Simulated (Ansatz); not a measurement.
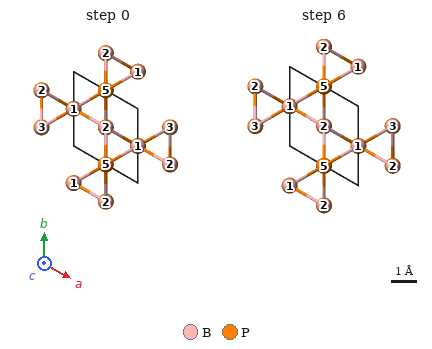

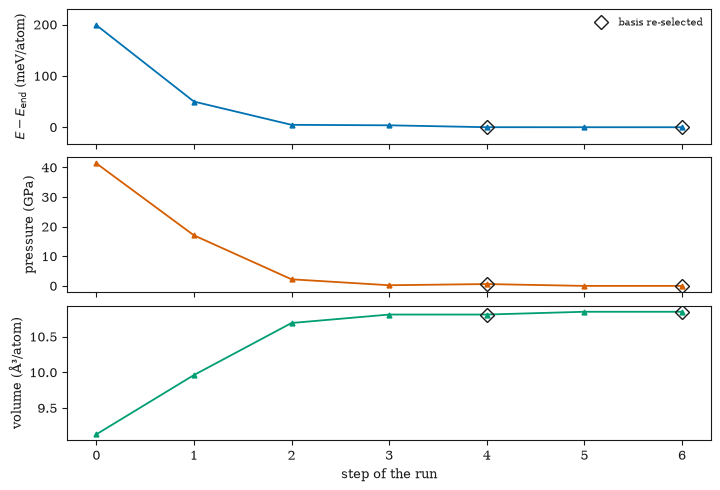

First and last geometry of a relaxation of a crystal of BP (a generated structure, set up in P6_222) (coarse preliminary run), with the history of the run. Style: ball-and-stick. Shown: the cell of the calculation, along the c axis.

All numbers below come from DFT PBE, scalar-relativistic, plane waves, PAW (Ansatz).

Input file:
```yaml
crystal:
  lattice:
    - [3.06838718, 0.0, 0.0]
    - [-1.53419359, 2.65730125, 0.0]
    - [0.0, 0.0, 6.71986681]
  atoms:
    - { symbol: B, position: [0.0, 0.5, 0.16666667] }
    - { symbol: B, position: [0.5, 0.5, 0.83333333] }
    - { symbol: B, position: [0.5, 0.0, 0.5] }
    - { symbol: P, position: [0.5, 0.5, 0.33333333] }
    - { symbol: P, position: [0.5, 0.0, 0.0] }
    - { symbol: P, position: [0.0, 0.5, 0.66666667] }
basis:
  ecutwfc: 420
kpoints:
  mp_grid: { grid: [6, 6, 4] }
hamiltonian:
  xc: pbe
scf:
  occupations: { method: gaussian, width: 0.1 }
  lower_state_search: "off"
output:
  forces: true
  stress: true
  eigenvalues: true
relax:
  adjacent_minimum: "off"
  f_tol: 0.04
  max_steps: 70
  cell: { stress_tol: 0.4 }
```

Launched with:
```bash
ansatz run input.yaml --threads 1 --pin off --max-ram 2560MiB --backend cpu --events-out ev --progress --plain --runs-dir out
```

What do the curves and the structures tell?

Answer. It converged. After 4 accepted moves (6 points after the start) the energy has fallen by 199 meV per atom. All forces vanish by symmetry, so only the cell relaxes. Pressure: 41.41 GPa at the start and 0.01 GPa at the end. The SCF was repeated twice at an unchanged geometry on a basis and grid sized afresh for the cell, which shifted the energy by 3.7 meV per atom at most. No atom moves by more than 0.005 Å relative to the cell. The volume changes by +18.8 %, with a = b 3.068 → 3.278 Å (+6.8 %), c 6.720 → 6.994 Å (+4.1 %). Near-neighbour distances that change, for instance: B1–P4 1.899 → 2.011 Å. The space group stays P6_222 (No. 180).

```json
{"step": "0", "E − E(0), meV/atom": "0.00", "pressure, GPa": "41.41", "volume, Å³/atom": "9.132", "note": ""}
{"step": "1", "E − E(0), meV/atom": "-149.08", "pressure, GPa": "17.09", "volume, Å³/atom": "9.963", "note": ""}
{"step": "2", "E − E(0), meV/atom": "-194.43", "pressure, GPa": "2.24", "volume, Å³/atom": "10.692", "note": ""}
{"step": "3", "E − E(0), meV/atom": "-195.36", "pressure, GPa": "0.24", "volume, Å³/atom": "10.810", "note": ""}
{"step": "4", "E − E(0), meV/atom": "-199.05", "pressure, GPa": "0.64", "volume, Å³/atom": "10.810", "note": "same geometry, new basis"}
{"step": "5", "E − E(0), meV/atom": "-199.10", "pressure, GPa": "0.01", "volume, Å³/atom": "10.849", "note": ""}
{"step": "6", "E − E(0), meV/atom": "-199.12", "pressure, GPa": "0.01", "volume, Å³/atom": "10.849", "note": "same geometry, new basis"}
```
